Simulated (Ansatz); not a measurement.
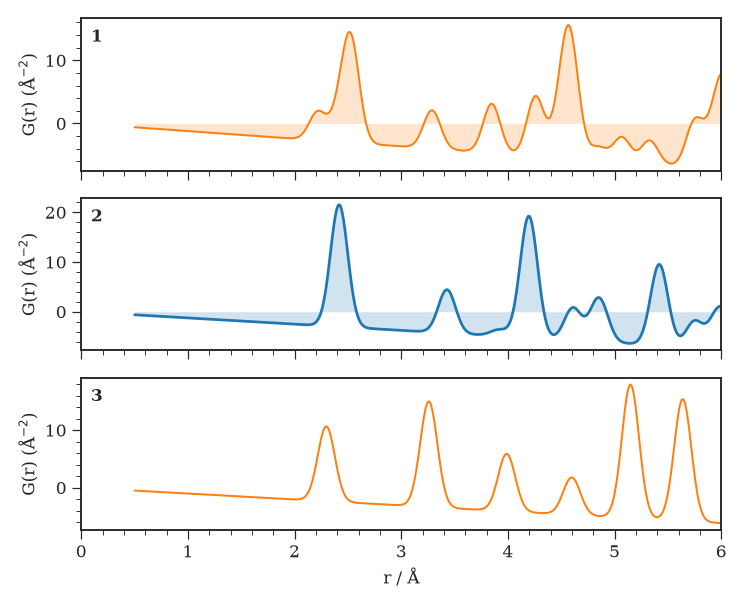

Computed X-ray G(r), with each pair weighted by the product of the atomic numbers (X-ray weights at Q = 0) and a uniform peak width σ = 0.08 Å.

Candidate structures:

A. 
```
Mn
1.0
     2.43278    0.00000    0.00000
    -1.21639    2.10685    0.00000
     0.00000    0.00000    7.83848
Mn
4
Cartesian
  0.0000 0.0000 0.0000
  0.0000 0.0000 3.9192
  0.0000 1.4046 1.9596
  1.2164 0.7023 5.8789
```

B. 
```
Mn
1.0
     3.85362    0.00000    0.00000
    -1.92681    3.33733    0.00000
     0.00000    0.00000    2.42349
Mn
3
Direct
  0.00000 0.00000 0.00000
  0.33333 0.66667 0.50000
  0.66667 0.33333 0.50000
```

C. 
Space group Pm-3m (No. 221). a = 2.302 Å, b = 2.302 Å, c = 2.302 Å, α = 90.00°, β = 90.00°, γ = 90.00°
| atom | site | symmetry | x | y | z |
| --- | --- | --- | --- | --- | --- |
| Mn | 1a | m-3m | 0.0000 | 0.0000 | 0.0000 |

Origins: A, the end point of a relaxation with DFT, LDA (PW92), plane waves (420 eV) with PAW, scalar-relativistic in Ansatz; the starting structure was generated, so it need not be a known form of this composition; B, the input geometry of an electronic-structure calculation (not necessarily at equilibrium); the starting structure was generated, so it need not be a known form of this composition; C, the input geometry of an electronic-structure calculation (not necessarily at equilibrium); the starting structure was generated, so it need not be a known form of this composition.

Q: Match each curve to its structure.

A: curve 1 is B (Mn, first clear peaks at 2.23 Å (Mn–Mn) and 2.52 Å (Mn–Mn)); curve 2 is A (Mn, first clear peaks at 2.42 Å (Mn–Mn) and 3.43 Å (Mn–Mn)); curve 3 is C (Mn, first clear peaks at 2.30 Å (Mn–Mn) and 3.26 Å (Mn–Mn)).
